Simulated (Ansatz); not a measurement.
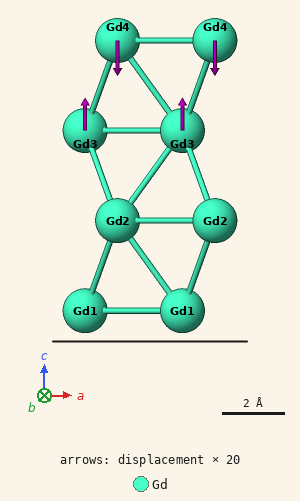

A constrained relaxation of a slab of composition Gd (cut from the P6_3/mmc phase). The starting structure is drawn; purple arrows show the displacements, magnified 20 times.

Style: ball-and-stick. Shown: the 2 × 2 repeat of the cell, outlined in the plane, without the vacuum, along the b axis.

The slab is the (0 0 1) face of Gd. 2 atoms are held fixed.

The calculation used DFT PBE+U, scalar-relativistic, plane waves, PAW in Ansatz.

Input file:
```yaml
crystal:
  lattice:
    - [3.6515676488, 0.0, 0.0]
    - [-1.8257838244, 3.1623503475, 0.0]
    - [0.0, 0.0, 25.7792696265]
  atoms:
    - { symbol: Gd, position: [0.3333333333, 0.6666666667, 0.3297222971], spin: 8.25 }
    - { symbol: Gd, position: [0.6666666667, 0.3333333333, 0.4432407657], spin: 8.25 }
    - { symbol: Gd, position: [0.3333333333, 0.6666666667, 0.5567592343], spin: 8.25 }
    - { symbol: Gd, position: [0.6666666667, 0.3333333333, 0.6702777029], spin: 8.25 }
basis:
  ecutwfc: 420
kpoints:
  mp_grid: { grid: [9, 9, 1] }
hamiltonian:
  xc: pbe
  hubbard: { sites: [{ species: Gd, l: f, u_eff: 6.0 }] }
scf:
  occupations: { method: gaussian, width: 0.1 }
  lower_state_search: "off"
output:
  forces: true
  eigenvalues: true
  populations: true
magnetization:
  spin_polarized: true
relax:
  adjacent_minimum: "off"
  f_tol: 0.03
  max_steps: 70
  constraints: [{ sites: [0, 1] }]
efield:
  axis: 3
  dipole_correction: true
  ramp_width: 0.04
```

Command:
```bash
ansatz run input.yaml --threads 4 --pin off --max-ram 10240MiB --backend cpu --events-out ev --progress --plain --runs-dir out
```

Question: What happened in the run?

Answer: Over 1 accepted move (2 points after the start) the energy falls by 14.1 meV per cell of the calculation. Largest force component: 0.27 eV/Å at the start, 0.0074 eV/Å at the end. 1 step only repeated the SCF at the same geometry. Gd4 moves most: 0.058 Å along the normal (−c). The lattice vectors keep their values. Among the contacts that change: Gd3–Gd4 3.607 → 3.516 Å, Gd2–Gd3 3.607 → 3.651 Å.
